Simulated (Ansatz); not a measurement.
## How much does Al in Ru(0001), 2x2 scatter?

How strong a scatterer is Al in Ru(0001), 2x2, and does relaxation matter?

Calculated with Ansatz 0.2.0; Ansatz plane-wave DFT, PBE, PAW files; ballistic transport by layer matching (Landauer), zero bias; PAW set soft_1, in the first sound run; inputs show where later runs differ.

## (1) The starting structure

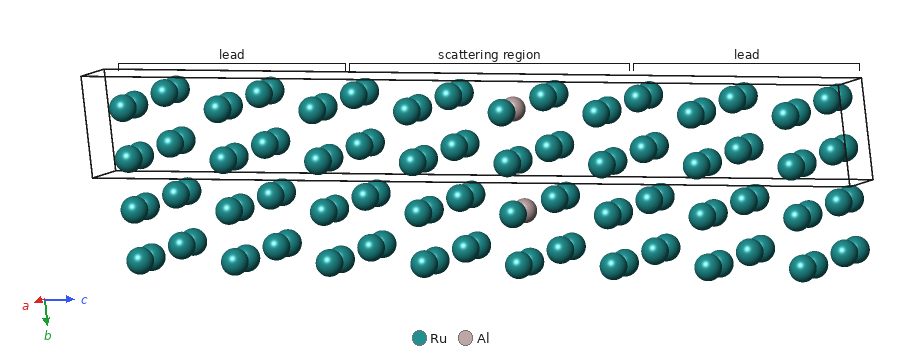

The starting structure, seen from the side, with the c axis across the page (ruthenium teal, aluminium light grey). 1×2×1 cells are drawn.

The cell holds 64 atoms: 63 Ru and 1 Al. Cell: a = 5.412 Å, b = 5.412 Å, c = 34.255 Å, α = 90.0°, β = 90.0°, γ = 120.0°. It derives from Ru. Regions: lead, 40 atoms (40 Ru); scattering region, 24 atoms (23 Ru and 1 Al). The structure is stacked along c, and the current runs across the ab planes.

## (2) Transmission at ideal sites

The defect sits in one plane of the supercell, all atoms on ideal sites; the layers about the cell's end are the lead. The mesh across the current, 12×12, is finer than the density's, because channels open and close sharply across the zone. Energies from -0.1 to 0.1 eV in steps of 0.05 eV are too few for the program's thermal sum, so it prints no conductance; for a metal the transmission near the Fermi level serves, at a fraction of the cost.

Input file input.yaml:

```yaml
crystal:
  lattice:
    - [5.4116, 0.0, 0.0]
    - [-2.7058, 4.6865830751, 0.0]
    - [0.0, 0.0, 34.2552]
  atoms:
    - { symbol: Ru, position: [0.1666666667, 0.3333333333, 0.03125] }
    - { symbol: Ru, position: [0.1666666667, 0.8333333333, 0.03125] }
    - { symbol: Ru, position: [0.6666666667, 0.3333333333, 0.03125] }
    - { symbol: Ru, position: [0.6666666667, 0.8333333333, 0.03125] }
    - { symbol: Ru, position: [0.3333333333, 0.1666666667, 0.09375] }
    - { symbol: Ru, position: [0.3333333333, 0.6666666667, 0.09375] }
    - { symbol: Ru, position: [0.8333333333, 0.1666666667, 0.09375] }
    - { symbol: Ru, position: [0.8333333333, 0.6666666667, 0.09375] }
    - { symbol: Ru, position: [0.1666666667, 0.3333333333, 0.15625] }
    - { symbol: Ru, position: [0.1666666667, 0.8333333333, 0.15625] }
    - { symbol: Ru, position: [0.6666666667, 0.3333333333, 0.15625] }
    - { symbol: Ru, position: [0.6666666667, 0.8333333333, 0.15625] }
    - { symbol: Ru, position: [0.3333333333, 0.1666666667, 0.21875] }
    - { symbol: Ru, position: [0.3333333333, 0.6666666667, 0.21875] }
    - { symbol: Ru, position: [0.8333333333, 0.1666666667, 0.21875] }
    - { symbol: Ru, position: [0.8333333333, 0.6666666667, 0.21875] }
    - { symbol: Ru, position: [0.1666666667, 0.3333333333, 0.28125] }
    - { symbol: Ru, position: [0.1666666667, 0.8333333333, 0.28125] }
    - { symbol: Ru, position: [0.6666666667, 0.3333333333, 0.28125] }
    - { symbol: Ru, position: [0.6666666667, 0.8333333333, 0.28125] }
    - { symbol: Ru, position: [0.3333333333, 0.1666666667, 0.34375] }
    - { symbol: Ru, position: [0.3333333333, 0.6666666667, 0.34375] }
    - { symbol: Ru, position: [0.8333333333, 0.1666666667, 0.34375] }
    - { symbol: Ru, position: [0.8333333333, 0.6666666667, 0.34375] }
    - { symbol: Ru, position: [0.1666666667, 0.3333333333, 0.40625] }
    - { symbol: Ru, position: [0.1666666667, 0.8333333333, 0.40625] }
    - { symbol: Ru, position: [0.6666666667, 0.3333333333, 0.40625] }
    - { symbol: Ru, position: [0.6666666667, 0.8333333333, 0.40625] }
    - { symbol: Ru, position: [0.3333333333, 0.1666666667, 0.46875] }
    - { symbol: Ru, position: [0.3333333333, 0.6666666667, 0.46875] }
    - { symbol: Ru, position: [0.8333333333, 0.1666666667, 0.46875] }
    - { symbol: Ru, position: [0.8333333333, 0.6666666667, 0.46875] }
    - { symbol: Al, position: [0.1666666667, 0.3333333333, 0.53125] }
    - { symbol: Ru, position: [0.1666666667, 0.8333333333, 0.53125] }
    - { symbol: Ru, position: [0.6666666667, 0.3333333333, 0.53125] }
    - { symbol: Ru, position: [0.6666666667, 0.8333333333, 0.53125] }
    - { symbol: Ru, position: [0.3333333333, 0.1666666667, 0.59375] }
    - { symbol: Ru, position: [0.3333333333, 0.6666666667, 0.59375] }
    - { symbol: Ru, position: [0.8333333333, 0.1666666667, 0.59375] }
    - { symbol: Ru, position: [0.8333333333, 0.6666666667, 0.59375] }
    - { symbol: Ru, position: [0.1666666667, 0.3333333333, 0.65625] }
    - { symbol: Ru, position: [0.1666666667, 0.8333333333, 0.65625] }
    - { symbol: Ru, position: [0.6666666667, 0.3333333333, 0.65625] }
    - { symbol: Ru, position: [0.6666666667, 0.8333333333, 0.65625] }
    - { symbol: Ru, position: [0.3333333333, 0.1666666667, 0.71875] }
    - { symbol: Ru, position: [0.3333333333, 0.6666666667, 0.71875] }
    - { symbol: Ru, position: [0.8333333333, 0.1666666667, 0.71875] }
    - { symbol: Ru, position: [0.8333333333, 0.6666666667, 0.71875] }
    - { symbol: Ru, position: [0.1666666667, 0.3333333333, 0.78125] }
    - { symbol: Ru, position: [0.1666666667, 0.8333333333, 0.78125] }
    - { symbol: Ru, position: [0.6666666667, 0.3333333333, 0.78125] }
    - { symbol: Ru, position: [0.6666666667, 0.8333333333, 0.78125] }
    - { symbol: Ru, position: [0.3333333333, 0.1666666667, 0.84375] }
    - { symbol: Ru, position: [0.3333333333, 0.6666666667, 0.84375] }
    - { symbol: Ru, position: [0.8333333333, 0.1666666667, 0.84375] }
    - { symbol: Ru, position: [0.8333333333, 0.6666666667, 0.84375] }
    - { symbol: Ru, position: [0.1666666667, 0.3333333333, 0.90625] }
    - { symbol: Ru, position: [0.1666666667, 0.8333333333, 0.90625] }
    - { symbol: Ru, position: [0.6666666667, 0.3333333333, 0.90625] }
    - { symbol: Ru, position: [0.6666666667, 0.8333333333, 0.90625] }
    - { symbol: Ru, position: [0.3333333333, 0.1666666667, 0.96875] }
    - { symbol: Ru, position: [0.3333333333, 0.6666666667, 0.96875] }
    - { symbol: Ru, position: [0.8333333333, 0.1666666667, 0.96875] }
    - { symbol: Ru, position: [0.8333333333, 0.6666666667, 0.96875] }
kpoints:
  mp_grid: { grid: [5, 5, 1] }
hamiltonian:
  xc: pbe
  pseudopotentials: { kind: paw, azcp: { folder: soft_1 } }
scf:
  occupations: { method: fermi_dirac, width: 0.1 }
output:
  transmission: { leads: [[0, 8]], kmesh: [12, 12], e_range: [-0.1, 0.1], de: 0.05 }
  write_potential: true
  write_density: true
  volumetric_format: npy
  elf: true
```

The run is started by

```sh
> ansatz run input.yaml --threads 4 --pin off --max-ram 15360MiB --backend cpu --events-out ev --progress --plain --runs-dir out
```

Numbers of over 12 decimals in the logs are rounded to 6 here.

Log:

```text
Engine: ansatz 0.2.0, x86_64-unknown-linux-gnu
Pseudopotentials: kind: paw
Pseudopotential: Ru, paw, valence charge 16, recommended cutoff 420 eV (normal), soft_1/Ru.paw.azcp
Pseudopotential: Al, paw, valence charge 3, recommended cutoff 420 eV (normal), soft_1/Al.paw.azcp
Functional definition: PBE
  parameter kappa = 0.804
  parameter beta = 0.066725
  exchange = pbe_x(kappa = kappa, mu = beta*pi^2/3)
  correlation = pbe_c(beta = beta)
Crystal: 64 atoms, lattice volume = 868.777 Å³
Basis set: ecut = 420 eV, 16909 PW (Γ)
Bands: 607, of which v1, the nominal top of the filled ones, is band 506 counted from 1 (505 counted from 0)
Symmetry: 12 space group operations
Space group: P-6m2 (ITA 187), of the structure as read, at distance tolerance 9.5e-5 Å
k-points: 5 of 25 (time reversal used)
Non-local potential: Ru, projectors of the file, l = 0: 3, l = 1: 2, l = 2: 2, l = 3: 1
Non-local potential: Al, projectors of the file, l = 0: 2, l = 1: 2, l = 2: 1
PAW form: soft (Blöchl's): semilocal exchange-correlation on the pseudo side does not see the compensation charge
PAW one-centre angular grid: Ru, 590 points (default); XC on 64 Gauss nodes
PAW one-centre angular grid: Al, 110 points (default); XC on 64 Gauss nodes
Initial density: superposition of atomic densities (chi_scale 0.1, normalization cell, long waves 25 % of neutral atoms (reshape's long-wave potential 1.25 eV rms, cloud 2.67 Å wide))
Initial wavefunctions: pseudopotential atomic-orbital guess
Functional: x = pbe(κ = 0.804, μ = 0.219515), c = pbe(β = 0.066725)
SCF iter   1: F=—  HF=-370964.700997 eV  |F-HF|=—  |Δ(HF+E_count)|=         —  Δρ=1.52e-1  dr2=8.14e3  ethr=3.10e-3  ⟨swp⟩=5.0  Hψ=9711  notcnv=0  defer=9
preconditioner: auto → Kerker (q_TF=auto, 2.798 Å⁻¹)  [metal: Δε(μ)=0.029 eV  Ē_g=5.400 eV  σ=0.100 eV  W_gap=0.07  n_scr=348 (ndim 8)  ℏωp=28.4 eV  f_vac=0.000  D(μ)=59.89/eV (n_scr^D=572)]
SCF iter   2: F=—  HF=-370920.354899 eV  |F-HF|=—  |Δ(HF+E_count)|=    4.43e1  Δρ=8.14e-2  dr2=3.76e3  ethr=3.10e-3  ⟨swp⟩=2.0  Hψ=5563  notcnv=0  defer=59
SCF iter   3: F=—  HF=-370900.080685 eV  |F-HF|=—  |Δ(HF+E_count)|=    2.03e1  Δρ=1.72e-2  dr2=2.17e2  ethr=3.10e-3  ⟨swp⟩=2.4  Hψ=5818  notcnv=0  defer=33
SCF iter   4: F=—  HF=-370898.592838 eV  |F-HF|=—  |Δ(HF+E_count)|=    1.49e0  Δρ=5.30e-3  dr2=4.55e0  ethr=3.10e-3  ⟨swp⟩=2.0  Hψ=3790  notcnv=0  defer=40
SCF iter   5: F=—  HF=-370898.556447 eV  |F-HF|=—  |Δ(HF+E_count)|=   3.64e-2  Δρ=1.81e-3  dr2=8.86e-1  ethr=4.50e-4  ⟨swp⟩=1.0  Hψ=2995  notcnv=0  defer=40
SCF iter   6: F=—  HF=-370898.548373 eV  |F-HF|=—  |Δ(HF+E_count)|=   8.07e-3  Δρ=3.95e-4  dr2=3.91e-3  ethr=8.76e-5  ⟨swp⟩=1.0  Hψ=2995  notcnv=0  defer=40
SCF iter   7: F=—  HF=-370898.548310 eV  |F-HF|=—  |Δ(HF+E_count)|=   6.27e-5  Δρ=9.88e-5  dr2=3.52e-4  ethr=3.87e-7  ⟨swp⟩=2.0  Hψ=3729  notcnv=0  defer=40
SCF iter   8: F=—  HF=-370898.548239 eV  |F-HF|=—  |Δ(HF+E_count)|=   7.13e-5  Δρ=2.74e-5  dr2=8.70e-5  ethr=3.48e-8  ⟨swp⟩=2.0  Hψ=3000  notcnv=0  defer=40
SCF iter   9: F=—  HF=-370898.550596 eV  |F-HF|=—  |Δ(HF+E_count)|=   2.36e-3  Δρ=7.89e-6  dr2=1.92e-5  ethr=8.61e-9  ⟨swp⟩=2.0  Hψ=3031  notcnv=0  defer=40
SCF iter  10: F=—  HF=-370898.550596 eV  |F-HF|=—  |Δ(HF+E_count)|=   7.95e-8  Δρ=2.50e-6  dr2=6.33e-7  ethr=1.90e-9  ⟨swp⟩=1.0  Hψ=2995  notcnv=0  defer=40
SCF iter  11: F=-370898.550596 eV  HF=-370898.550596 eV  |F-HF|=2.54e-8  |Δ(HF+E_count)|=   1.66e-8  Δρ=6.58e-7  dr2=2.63e-8  ethr=9.89e-12  ⟨swp⟩=8.4  Hψ=7020  notcnv=0
SCF 1 converged in 11 iterations: F = -370898.550596 eV  dr2 = 2.63e-8
  greatest PAW one-centre occupation: 1.000 electrons in one spin orbital (limit 2), on the Ru atom at site 39 (counted from 0), in its partial waves of l = 0
transmission: 120 of 1197 steps passed
transmission: 240 of 1197 steps passed
[...]
transmission: 1197 of 1197 steps passed
SCF converged after 11 iterations
Free energy (F): -370898.550596 eV
Harris-Foulkes:  -370898.550596 eV  (|F-HF|=2.54e-8)
Internal energy: -370896.473244 eV  (E = F + TS)
E sigma→0 (E₀):  -370897.511920 eV
Entropy (-TS):   -2.077352 eV (-32.459 meV/atom)
Fermi energy:    23.128966 eV
--- Per-component energies (eV) ---
  E_band       = -3692.809624
  E_kinetic    = 29035.529494
  E_local      = -84302.329527  (includes V_loc(G=0)·N_el)
  E_nonlocal   = 26000.668961
  E_hartree    = 28593.712640
  E_xc         = -10759.035433
  E_vxc        = -13588.462610  (∫ρ·V_xc dr)
  E_paw        = -221065.871828  (= ΣΔE_a)
  E_vpaw       = -18025.688093  (= ΣTr[D̂ρ^β])
  E_aug_tail   = 0.039324  (compensation charges beyond the density's cutoff)
  E_ewald      = -138399.186874
  E_smearing   = -2.077352  (= −TS)
  E_closure    = 0.000000  (closes the sum)
  Σ components = -370898.550596   (vs F -370898.550596, Δ=0.00e0)
--- Band table (eV; the first three rows and the last of 5) ---
  k-point 0: bands = [... 502 lower, 23.8861, 23.8965, 23.9142, 23.9173, 23.9173, 24.0106, 24.0106, 24.0818, ... 97 higher]
  k-point 1: bands = [... 502 lower, 23.3217, 23.4764, 23.4875, 23.6395, 23.6439, 23.6805, 23.6911, 23.7042, ... 97 higher]
  k-point 2: bands = [... 502 lower, 22.8717, 22.8835, 22.9260, 22.9513, 22.9882, 22.9915, 23.1061, 23.1074, ... 97 higher]
  k-point 4: bands = [... 502 lower, 22.7438, 22.7781, 22.8336, 22.8553, 22.9291, 23.0321, 23.0692, 23.1168, ... 97 higher]
--- Transmission ---
  basis      : 223 plane waves across, 63 finite elements along
  points     : 19, standing for a mesh of 12 x 12
  energies   : 5 from -0.100000 to 0.100000 eV about the Fermi level, 0.050000 eV apart; the leads are filled to 0.000000 eV, and channels, transmission and decay are at 0.000000 eV
  crystal 0  : Ru8, at the sites [0, 8], period 4.2819 Å, over 32.11 Å; its Hamiltonian steps by up to 3.2 meV
    offset         : up to 0.0000 Å between an atom of the period and one for which it stands
    channels       : 5.930556e0 a spin
    conductance    : none, the energies end too early or step too widely for 300 K: set another output.transmission.e_range or a lower de, or, where they end at an eighth of basis.ecutwfc, a higher one
  junction   : crystal 0 to crystal 0, 1.44 to 31.42 Å
    transmission   : 3.339207e0 a spin
    conductance    : none, the energies end too early or step too widely for 300 K: set another output.transmission.e_range or a lower de, or, where they end at an eighth of basis.ecutwfc, a higher one
```

Elapsed: 5.5 min, on 4 threads of Intel Xeon Platinum 8259CL at 2.50GHz (Skylake/Cascade Lake), shared host; peak memory 8.1 GiB; 18 min of CPU time.

In the SCF lines HF is the Harris–Foulkes energy and dr2 the Hartree energy of the density residual, in eV; the loop may stop once dr2 is under the threshold and the program's other checks hold. Hψ counts applications of the Hamiltonian.

This run has no spin polarisation although its electron count is odd.

This step gave:

| Quantity | Value |
| --- | --- |
| free energy | -370898.5506 eV |
| energy at zero smearing | -370897.5119 eV |
| Fermi energy | 23.13 eV |
| cell area | 25.36 Å² |
| transmission per spin nearest the Fermi level | 3.339 |
| open channels per spin nearest the Fermi level | 5.931 |
| step of the lead's potential | 3.2 meV |

Per spin. The transmission, zone mean by energy, zero at the Fermi level:

```
energy (eV)  transmission, zone mean
    -0.1000                     3.35
    -0.0500                     3.39
     0.0000                     3.34
     0.0500                     3.34
     0.1000                     3.23
```

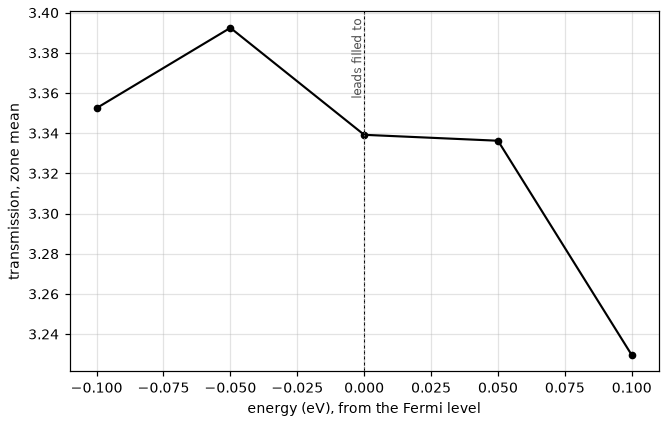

Transmission, zone mean against energy.

Per spin. The open channels, zone mean, lead by energy, zero at the Fermi level:

```
energy (eV)  open channels, zone mean, lead
    -0.1000                            5.64
    -0.0500                            6.01
     0.0000                            5.93
     0.0500                            5.64
     0.1000                            5.22
```

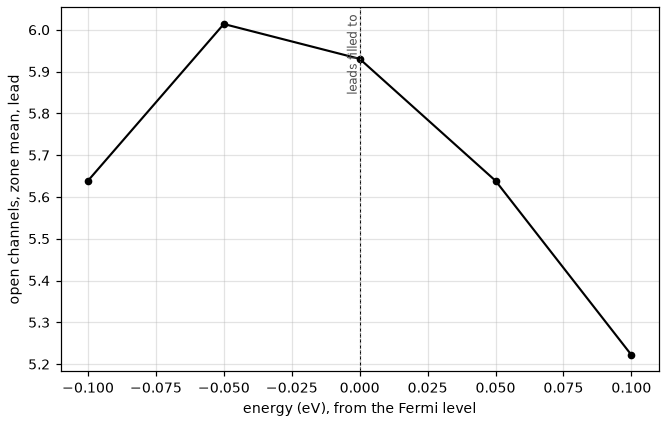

Open channels, zone mean, lead against energy.

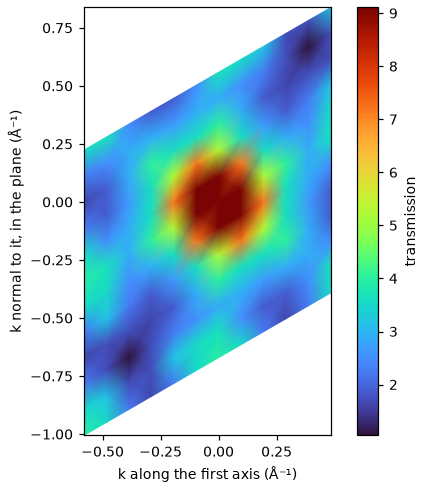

Transmission over k1 and k2. At 0.0000 eV from the Fermi level.

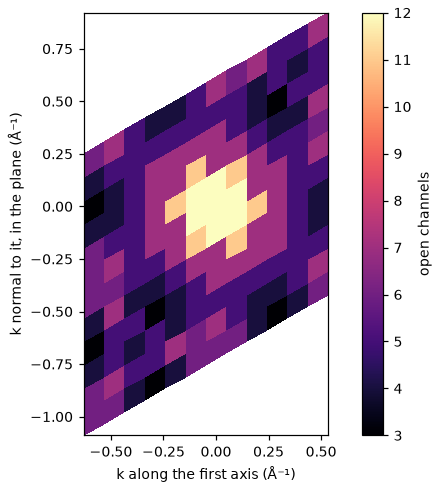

Open channels over k1 and k2. At 0.0000 eV from the Fermi level.

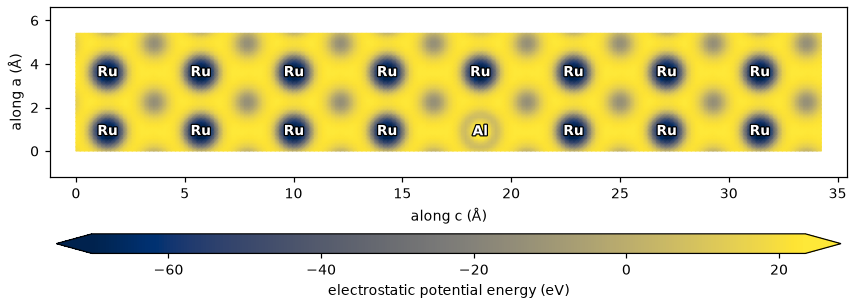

Electrostatic potential energy in the ca plane at fractional y = 0.333, with atoms of Ru and Al within 0.2 Å of it. With pseudopotentials it is smooth inside the atoms' cores, unlike the true potential.

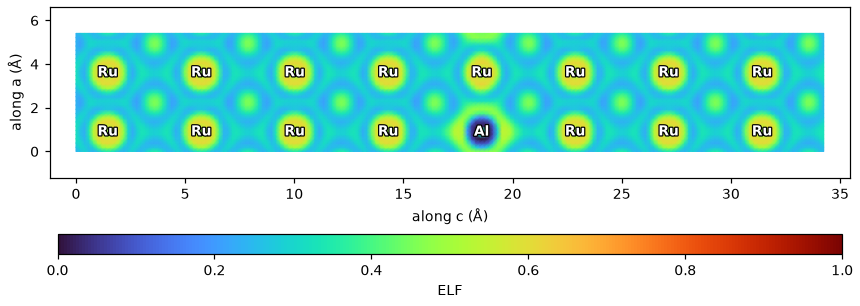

ELF in the ca plane at fractional y = 0.333, with atoms of Ru and Al within 0.2 Å of it. It is the smooth field of the valence electrons, not physical close to the nuclei.

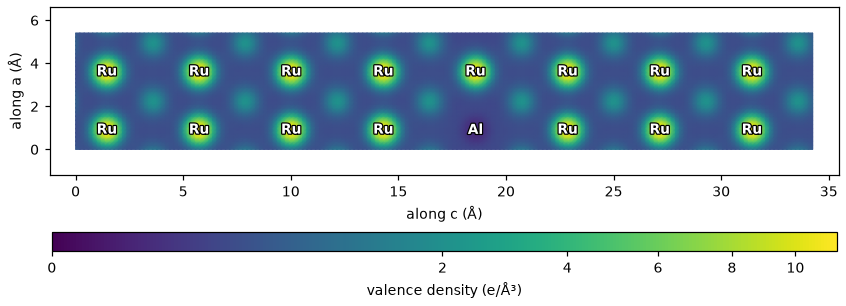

Valence density in the ca plane at fractional y = 0.333, with atoms of Ru and Al within 0.2 Å of it. It is the smooth field of the valence electrons, not physical close to the nuclei. The colour scale is stretched toward low values.

Over the solved energies the transmission per spin lies between 3.23 and 3.39, out of 5.69 channels of the lead on average (up to 6.01).

## (3) Resistance at ideal sites

This step: Ansatz plane-wave DFT, PBE, PAW files; ballistic transport by layer matching (Landauer), zero bias; area resistance of the defect plane and resistivity an atomic per cent; PAW set soft_1 (Ansatz 0.2.0).

This step gave:

```yaml
area_resistance: 0.4169 fΩ m²
t_over_the_leads_mean_channel_count: 0.5726
resistivity_per_at_scaled_from_this_dense_plane_with_the_factor_3_over_4_for_isotropic_scattering: 5.842 µΩ cm
```

Averaged over the energies near the Fermi level, 57.3 % of the channels pass, which makes 0.417 fΩ m².

By hand, with T and the leads' channels N averaged over the energies near the Fermi level: RA = A (h/2e²)(1/T − 1/N) = 25.36×10⁻²⁰ m² × 12 906 Ω × (1/3.356 − 1/5.861) = 0.417 fΩ m². Per atomic per cent: RA × A / V_atom × 0.01 × 3/4 = 5.84 µΩ cm, with the host's V_atom = 13.57 Å³.

(Part 1 of 3 ends here.)

[Logs are printed without paths, hosts, clocks, repeated set-up lines and the standing remarks that a program may print on its own settings, such as how far it seeks lower states.]

[Hosts, paths, dates, database ids (printed as entryN), source tags and the programs' standing remarks are cut or masked in the printed files.]
